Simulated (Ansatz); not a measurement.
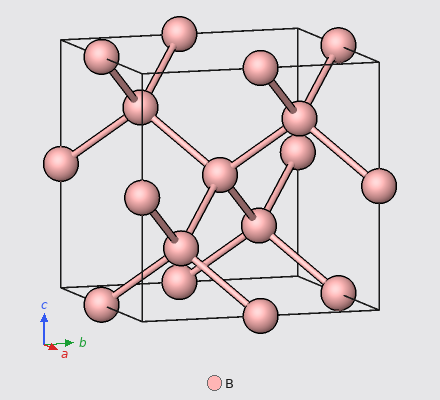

The structure; the drawing may span several cells.

Structure (in its standard cell), the geometry relaxed with DFT, revPBE, plane waves (420 eV) with PAW, scalar-relativistic (Ansatz 0.2.0); the starting structure was generated, so it need not be a known form of this composition:

```cif
data_structure
_symmetry_space_group_name_H-M 'Fd-3m:1'
_symmetry_Int_Tables_number 227
_cell_length_a 4.0719
_cell_length_b 4.0719
_cell_length_c 4.0719
_cell_angle_alpha 90.000
_cell_angle_beta 90.000
_cell_angle_gamma 90.000
_cell_volume 67.52
loop_
_atom_site_label
_atom_site_type_symbol
_atom_site_symmetry_multiplicity
_atom_site_Wyckoff_symbol
_atom_site_fract_x
_atom_site_fract_y
_atom_site_fract_z
_atom_site_occupancy
B1 B 8 b 0.25000 0.25000 0.75000 1
```

Question: What does the kinematic electron diffraction pattern along [211] look like at 80 kV (B = 0.5 Å²)?

Answer: The spots form a rectangular net whose two shortest vectors correspond to d = 2.35 Å and 1.44 Å, 90.0° apart. They are -1 1 1 and 0 -2 2. The pattern has symmetry 2mm. The lattice centring (F) removes all reflections that break h + k = 2n, h + l = 2n; a glide plane extinguishes reflections such as 2 -4 0, 2 0 -4; reflections such as 2 -2 -2 are allowed by the space group but vanish because the atoms sit on special positions.

Strongest reflections with d > 0.80 Å, one of each family (|F|² from tabulated Gaussian fits of the electron scattering factors, times a small damping for the curvature of the Ewald sphere):

```tsv
hkl	d (Å)	I (strongest = 100)
1 -1 -1	2.351	100
0 2 -2	1.440	45
1 1 -3	1.228	12
```

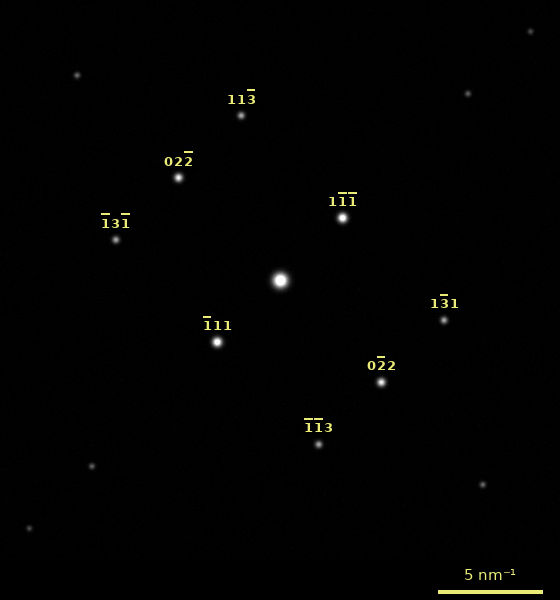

Calculated pattern, seen from the source side with [211] pointing towards the source.
